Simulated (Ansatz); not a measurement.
## Geometry relaxation, with input and output: SnO2 (part 1 of 2)

SnO2 (I4₁/amd, 6 atoms in the cell), computed with DFT LDA, scalar-relativistic, plane waves, PAW, no spin polarisation (Ansatz 0.2.0).

The structure derives from a Materials Project entry. It belongs to a series of runs on one base structure; here: volume × 1.10, shape and atoms relaxed. Figures and captions count atoms from 1; the log counts them from 0 in places.

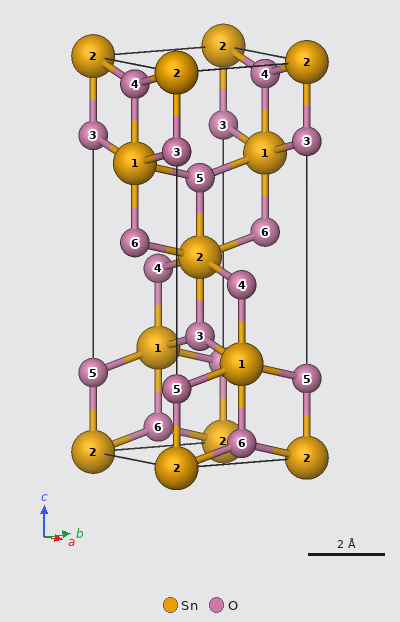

Figure 1. The structure as given in the input (ball-and-stick view of the cell 2 times as large as that of the calculation, set on its symmetry axes, seen at an oblique angle; atoms are numbered from 1 in the order of the input). An atom can appear more than once, as a periodic image.

**Summary**

| quantity | value |
| --- | --- |
| outcome | converged |
| space group (tolerance 0.01 Å) | I4₁/amd (141) |
| electrons treated | 52 |
| free energy | −13979.4752 eV |
| Fermi energy | 6.105 eV |
| gap on the k-point mesh | 0.92 eV |
| pressure | −12.56 GPa |
| final volume | 88.35 Å³ |
| largest force (length of the vector) at the end | under 0.001 eV/Å |
| final cell | a = 6.015 Å, b = 6.015 Å, c = 6.015 Å, α = 140.22°, β = 140.22°, γ = 57.52° |
| hardware | 1 thread of Intel Xeon @ 2.50GHz (Skylake/Cascade Lake), 189 GiB of memory available, shared host |
| wall time | 3.1 min |
| peak memory | 0.55 GiB |

The cell is under a tension of 12.6 GPa at this level, so it is not at its equilibrium volume.

**The input**
```yaml
crystal:
  lattice:
    - [-2.045832412, 2.045832412, 5.2770668814]
    - [2.045832412, -2.045832412, 5.2770668814]
    - [2.045832412, 2.045832412, -5.2770668814]
  atoms:
    - { symbol: Sn, position: [0.75, 0.25, 0.5] }
    - { symbol: Sn, position: [0.0, 0.0, 0.0] }
    - { symbol: O, position: [0.799781986, 0.799781986, 0.0] }
    - { symbol: O, position: [0.950218014, 0.450218014, 0.5] }
    - { symbol: O, position: [0.200218014, 0.200218014, 0.0] }
    - { symbol: O, position: [0.549781986, 0.049781986, 0.5] }
basis:
  ecutwfc: 420
kpoints:
  mp_grid: { grid: [10, 10, 10] }
hamiltonian:
  xc: lda
scf:
  occupations: { method: gaussian, width: 0.02 }
output:
  forces: true
  stress: true
  eigenvalues: true
  write_density: true
  write_potential: true
  elf: true
  volumetric_format: npy
relax:
  adjacent_minimum: "off"
  f_tol: 0.01
  max_steps: 30
  cell: { stress_tol: 0.1, fix: [volume] }
```

Launch command:
```bash
ansatz run input.yaml --threads 1 --pin off --max-ram 2560MiB --backend cpu --events-out ev --progress --plain --runs-dir out
```

**Log**
```
Engine: ansatz 0.2.0, x86_64-unknown-linux-gnu
Pseudopotentials: kind: paw
Pseudopotential: Sn, paw, valence charge 14, recommended cutoff 420 eV (normal), Sn.paw.azcp
Pseudopotential: O, paw, valence charge 6, recommended cutoff 420 eV (normal), O.paw.azcp
Functional definition: SPW92
  exchange = slater_x
  correlation = pw_c
Crystal: 6 atoms, lattice volume = 88.347 Å³
Basis set: ecut = 420 eV, 1701 PW (Γ)
Bands: 32, of which v1, the nominal top of the filled ones, is band 26 counted from 1 (25 counted from 0)
Symmetry: 16 space group operations
Space group: I41/amd (ITA 141), of the structure as read, at distance tolerance 4.5e-5 Å
k-points: 102 of 1000
Non-local potential: Sn, projectors of the file, l = 0: 2, l = 1: 2, l = 2: 2, l = 3: 2
Non-local potential: O, projectors of the file, l = 0: 2, l = 1: 2, l = 2: 1
PAW form: soft (Blöchl's): semilocal exchange-correlation on the pseudo side does not see the compensation charge
PAW frozen core: Sn, regenerated for the run's functional, and the local potential with it (the file was generated under x = pbe(κ = 0.804, μ = 0.2195149727645171), c = pbe(β = 0.06672455060314922))
PAW frozen core: O, regenerated for the run's functional, and the local potential with it (the file was generated under x = pbe(κ = 0.804, μ = 0.2195149727645171), c = pbe(β = 0.06672455060314922))
PAW one-centre angular grid: Sn, 590 points (default); XC on 64 Gauss nodes
PAW one-centre angular grid: O, 110 points (default); XC on 64 Gauss nodes
Initial density: superposition of atomic densities (neutral atoms: chi_scale 0, normalization atom), corrected by the library's trained network
Initial wavefunctions: pseudopotential atomic-orbital guess
Functional: x = slater, c = lda
SCF iter   1: F=—  HF=-13979.529050 eV  |F-HF|=—  |Δ(HF+E_count)|=         —  Δρ=1.66e-2  dr2=2.13e-1  ethr=1.77e-3  ⟨swp⟩=6.2  Hψ=14394  notcnv=0  defer=1
preconditioner: auto → Resta (q_TF=auto, 2.498 Å⁻¹)  ε∞=3.4  [insulator: Δε(μ)=0.696 eV  Ē_g=18.322 eV  σ=0.020 eV  W_gap=1.00  n_scr=32 (ndim 8)  ℏωp=28.5 eV  f_vac=0.157  D(μ)=0.00/eV (n_scr^D=0)  ε∞_Penn≈3.4]
SCF iter   2: F=—  HF=-13979.471475 eV  |F-HF|=—  |Δ(HF+E_count)|=   5.76e-2  Δρ=4.57e-3  dr2=6.87e-3  ethr=4.09e-4  ⟨swp⟩=2.1  Hψ=5465  notcnv=0  defer=189
SCF iter   3: F=—  HF=-13979.468910 eV  |F-HF|=—  |Δ(HF+E_count)|=   2.57e-3  Δρ=1.80e-3  dr2=1.80e-3  ethr=1.32e-5  ⟨swp⟩=2.5  Hψ=6116  notcnv=0  defer=189
SCF iter   4: F=—  HF=-13979.468478 eV  |F-HF|=—  |Δ(HF+E_count)|=   4.32e-4  Δρ=8.50e-4  dr2=4.44e-4  ethr=3.46e-6  ⟨swp⟩=1.0  Hψ=3075  notcnv=0  defer=189
SCF iter   5: F=—  HF=-13979.468324 eV  |F-HF|=—  |Δ(HF+E_count)|=   1.53e-4  Δρ=1.87e-4  dr2=3.03e-5  ethr=8.53e-7  ⟨swp⟩=3.0  Hψ=6216  notcnv=0  defer=189
SCF iter   6: F=—  HF=-13979.468392 eV  |F-HF|=—  |Δ(HF+E_count)|=   6.79e-5  Δρ=2.16e-5  dr2=4.27e-7  ethr=5.82e-8  ⟨swp⟩=3.0  Hψ=6123  notcnv=0  defer=189
SCF iter   7: F=-13979.468392 eV  HF=-13979.468392 eV  |F-HF|=6.73e-11  |Δ(HF+E_count)|=   6.29e-8  Δρ=2.33e-6  dr2=6.31e-9  ethr=1.92e-10  ⟨swp⟩=14.5  Hψ=24605  notcnv=0
SCF 1 converged in 7 iterations: F = -13979.468392 eV  dr2 = 6.31e-9
  greatest PAW one-centre occupation: 0.997 electrons in one spin orbital (limit 2), on the Sn atom at site 1 (counted from 0), in its partial waves of l = 2
relax step   1: F+E_penalty+E_count = -13979.46839247 eV  Δ(F+E_penalty+E_count) = +0.000e0 eV  max|allowed force component| = 2.099e-1 eV/Å  Δτ_max = 0.0000 Å  P = -13.218 GPa  Ω = 88.347 Å³  fix = [volume]  reactions: volume -13.218 GPa  (7 SCF iters, dr2 threshold 1.00e-7 eV, accepted)
Basis set: ecut = 420 eV, 1717 PW (Γ)
Initial density: handed on by an earlier stage of this run
Initial wavefunctions: those handed on with the density
iter 1 solved again at ethr=3.96e-6 eV; its pass at ethr=3.10e-3 eV (dr2=2.06e-3 eV) is discarded
SCF iter   1: F=—  HF=-13979.474390 eV  |F-HF|=—  |Δ(HF+E_count)|=         —  Δρ=2.42e-3  dr2=1.87e-3  ethr=3.96e-6  ⟨swp⟩=2.3  Hψ=17116  notcnv=0
preconditioner: auto → Resta (q_TF=auto, 2.498 Å⁻¹)  ε∞=3.4  [insulator: Δε(μ)=0.891 eV  Ē_g=18.386 eV  σ=0.020 eV  W_gap=1.00  n_scr=32 (ndim 8)  ℏωp=28.5 eV  f_vac=0.153  D(μ)=0.00/eV (n_scr^D=0)  ε∞_Penn≈3.4]
SCF iter   2: F=—  HF=-13979.474054 eV  |F-HF|=—  |Δ(HF+E_count)|=   3.35e-4  Δρ=1.25e-3  dr2=5.50e-4  ethr=3.60e-6  ⟨swp⟩=1.0  Hψ=3264  notcnv=0
SCF iter   3: F=—  HF=-13979.474026 eV  |F-HF|=—  |Δ(HF+E_count)|=   2.88e-5  Δρ=4.00e-4  dr2=1.10e-4  ethr=1.06e-6  ⟨swp⟩=2.0  Hψ=4487  notcnv=0
SCF iter   4: F=—  HF=-13979.473996 eV  |F-HF|=—  |Δ(HF+E_count)|=   2.96e-5  Δρ=7.86e-5  dr2=3.08e-6  ethr=2.11e-7  ⟨swp⟩=2.0  Hψ=4601  notcnv=0
SCF iter   5: F=-13979.473996 eV  HF=-13979.473996 eV  |F-HF|=1.49e-8  |Δ(HF+E_count)|=   3.78e-7  Δρ=1.35e-5  dr2=1.11e-7  ethr=1.15e-9  ⟨swp⟩=12.1  Hψ=26340  notcnv=0
SCF 2 converged in 5 iterations: F = -13979.473996 eV  dr2 = 1.11e-7
relax step   2: F+E_penalty+E_count = -13979.47399647 eV  Δ(F+E_penalty+E_count) = -5.604e-3 eV  max|allowed force component| = 9.628e-3 eV/Å  Δτ_max = 0.0190 Å  P = -12.632 GPa  Ω = 88.347 Å³  energy of the carried Pulay correction = -8.631e-17 eV  fix = [volume]  reactions: volume -12.632 GPa  (5 SCF iters, dr2 threshold 6.00e-7 eV, accepted)
iter 1 solved again at ethr=1.24e-7 eV; its pass at ethr=3.10e-3 eV (dr2=6.44e-5 eV) is discarded
SCF iter   1: F=—  HF=-13979.474849 eV  |F-HF|=—  |Δ(HF+E_count)|=         —  Δρ=3.94e-4  dr2=3.90e-5  ethr=1.24e-7  ⟨swp⟩=3.0  Hψ=18121  notcnv=0
preconditioner: auto → Resta (q_TF=auto, 2.498 Å⁻¹)  ε∞=3.4  [insulator: Δε(μ)=0.902 eV  Ē_g=18.383 eV  σ=0.020 eV  W_gap=1.00  n_scr=32 (ndim 8)  ℏωp=28.5 eV  f_vac=0.153  D(μ)=0.00/eV (n_scr^D=0)  ε∞_Penn≈3.4]
SCF iter   2: F=—  HF=-13979.474845 eV  |F-HF|=—  |Δ(HF+E_count)|=   3.54e-6  Δρ=2.08e-4  dr2=1.26e-5  ethr=7.50e-8  ⟨swp⟩=1.0  Hψ=3264  notcnv=0
SCF iter   3: F=-13979.474845 eV  HF=-13979.474845 eV  |F-HF|=1.92e-7  |Δ(HF+E_count)|=   6.51e-7  Δρ=2.54e-5  dr2=3.85e-7  ethr=1.15e-9  ⟨swp⟩=8.1  Hψ=24123  notcnv=0
SCF 3 converged in 3 iterations: F = -13979.474845 eV  dr2 = 3.85e-7
relax step   3: F+E_penalty+E_count = -13979.47484457 eV  Δ(F+E_penalty+E_count) = -8.481e-4 eV  max|allowed force component| = 1.640e-2 eV/Å  Δτ_max = 0.0028 Å  P = -12.634 GPa  Ω = 88.347 Å³  fix = [volume]  reactions: volume -12.634 GPa  (3 SCF iters, dr2 threshold 6.00e-7 eV, accepted)
iter 1 solved again at ethr=7.05e-8 eV; its pass at ethr=3.10e-3 eV (dr2=3.67e-5 eV) is discarded
SCF iter   1: F=—  HF=-13979.475149 eV  |F-HF|=—  |Δ(HF+E_count)|=         —  Δρ=2.92e-4  dr2=2.52e-5  ethr=7.05e-8  ⟨swp⟩=3.0  Hψ=18168  notcnv=0
preconditioner: auto → Resta (q_TF=auto, 2.498 Å⁻¹)  ε∞=3.4  [insulator: Δε(μ)=0.917 eV  Ē_g=18.387 eV  σ=0.020 eV  W_gap=1.00  n_scr=32 (ndim 8)  ℏωp=28.5 eV  f_vac=0.153  D(μ)=0.00/eV (n_scr^D=0)  ε∞_Penn≈3.4]
SCF iter   2: F=—  HF=-13979.475145 eV  |F-HF|=—  |Δ(HF+E_count)|=   4.21e-6  Δρ=1.45e-4  dr2=6.44e-6  ethr=4.85e-8  ⟨swp⟩=2.5  Hψ=4618  notcnv=0
SCF iter   3: F=—  HF=-13979.475145 eV  |F-HF|=—  |Δ(HF+E_count)|=   3.12e-7  Δρ=5.21e-5  dr2=1.57e-6  ethr=1.24e-8  ⟨swp⟩=2.9  Hψ=5146  notcnv=0
SCF iter   4: F=-13979.475144 eV  HF=-13979.475144 eV  |F-HF|=1.05e-8  |Δ(HF+E_count)|=   2.37e-7  Δρ=8.89e-6  dr2=4.41e-8  ethr=5.03e-10  ⟨swp⟩=7.9  Hψ=23320  notcnv=0
SCF 4 converged in 4 iterations: F = -13979.475144 eV  dr2 = 4.41e-8
relax step   4: F+E_penalty+E_count = -13979.47514449 eV  Δ(F+E_penalty+E_count) = -2.999e-4 eV  max|allowed force component| = 1.594e-4 eV/Å  Δτ_max = 0.0010 Å  P = -12.561 GPa  Ω = 88.347 Å³  energy of the carried Pulay correction = +1.208e-14 eV  fix = [volume]  reactions: volume -12.561 GPa  (4 SCF iters, dr2 threshold 2.61e-7 eV, accepted)
Initial wavefunctions: pseudopotential atomic-orbital guess (no wavefunctions were taken with the density)
iter 1 solved again at ethr=4.00e-8 eV; its pass at ethr=3.10e-3 eV (dr2=2.08e-5 eV) is discarded
SCF iter   1: F=—  HF=-13979.475113 eV  |F-HF|=—  |Δ(HF+E_count)|=         —  Δρ=1.16e-5  dr2=5.44e-8  ethr=4.00e-8  ⟨swp⟩=3.7  Hψ=24232  notcnv=0
SCF iter   2: F=—  HF=-13979.475185 eV  |F-HF|=—  |Δ(HF+E_count)|=   7.23e-5  Δρ=6.52e-6  dr2=2.01e-8  ethr=1.05e-10  ⟨swp⟩=3.0  Hψ=5530  notcnv=0
SCF iter   3: F=—  HF=-13979.475185 eV  |F-HF|=—  |Δ(HF+E_count)|=   1.03e-8  Δρ=4.33e-6  dr2=1.28e-8  ethr=3.87e-11  ⟨swp⟩=2.0  Hψ=4892  notcnv=0
SCF iter   4: F=—  HF=-13979.475185 eV  |F-HF|=—  |Δ(HF+E_count)|=   2.35e-9  Δρ=1.09e-6  dr2=5.53e-10  ethr=2.46e-11  ⟨swp⟩=2.0  Hψ=4352  notcnv=0
SCF iter   5: F=-13979.475185 eV  HF=-13979.475185 eV  |F-HF|=8.37e-11  |Δ(HF+E_count)|=  3.64e-12  Δρ=3.81e-7  dr2=1.06e-10  ethr=1.00e-12  ⟨swp⟩=7.8  Hψ=17311  notcnv=0
SCF 5 converged in 5 iterations: F = -13979.475185 eV  dr2 = 1.06e-10
relax step   5: F+E_penalty+E_count = -13979.47518485 eV  Δ(F+E_penalty+E_count) = -4.036e-5 eV  max|allowed force component| = 2.730e-4 eV/Å  Δτ_max = 0.0000 Å  P = -12.560 GPa  Ω = 88.347 Å³  fix = [volume]  reactions: volume -12.560 GPa  stress off target by 3.86e-2 GPa on what of the cell is left free  SCF on the basis re-selected at this cell (its energy is not comparable with the rows above)  (5 SCF iters)
```

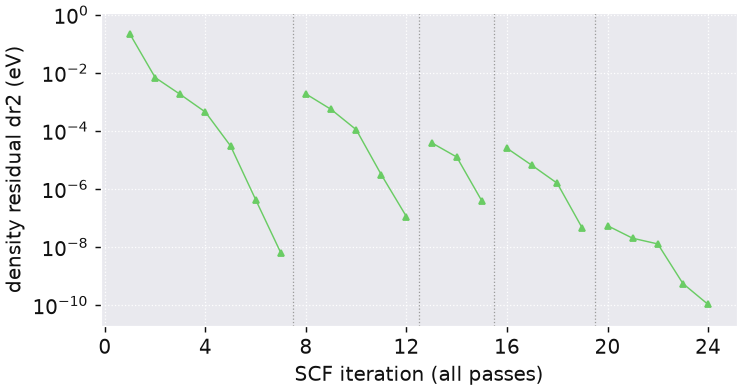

Figure 2. Convergence of the self-consistent field: density residual dr2 against the SCF iteration. The dotted lines part the SCF passes of the relaxation: geometry steps, rejected trials and re-solves on a re-selected basis. The 5 passes take 3 to 7 iterations each, 24 in all.

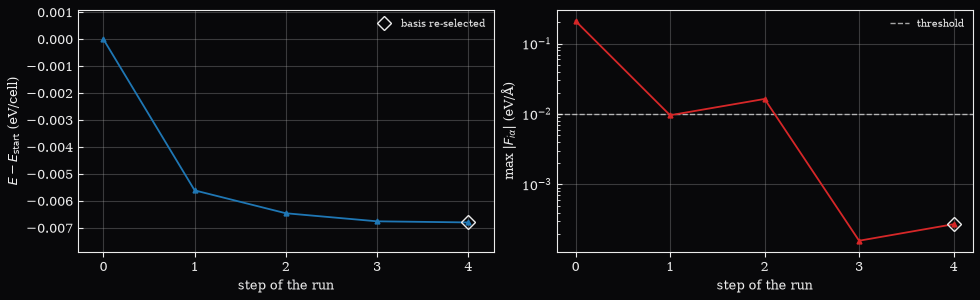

Figure 3. Progress of the relaxation, step by step (the first geometry is step 0 here and step 1 in the log).
